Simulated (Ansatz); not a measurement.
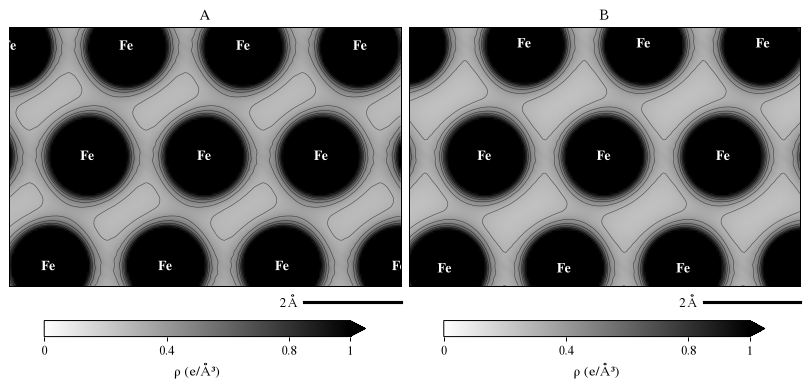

Fe. The valence pseudo-density of two cells that differ in size, on the (11̄0) plane of each (indices in the axes of the calculation cell), at one length scale and on one colour scale: B has 11.8 Å³ an atom and A 11.1.

Computed with DFT r2SCAN, scalar-relativistic, plane waves, PAW (Ansatz).

### What does the compression do to the bonding and the properties?

From the larger cell to the smaller, Fe–Fe goes from 2.48 to 2.43 Å, and the density at its midpoint from 0.34 to 0.37 e/Å³; the pressure goes from 0.0 to 13 GPa.
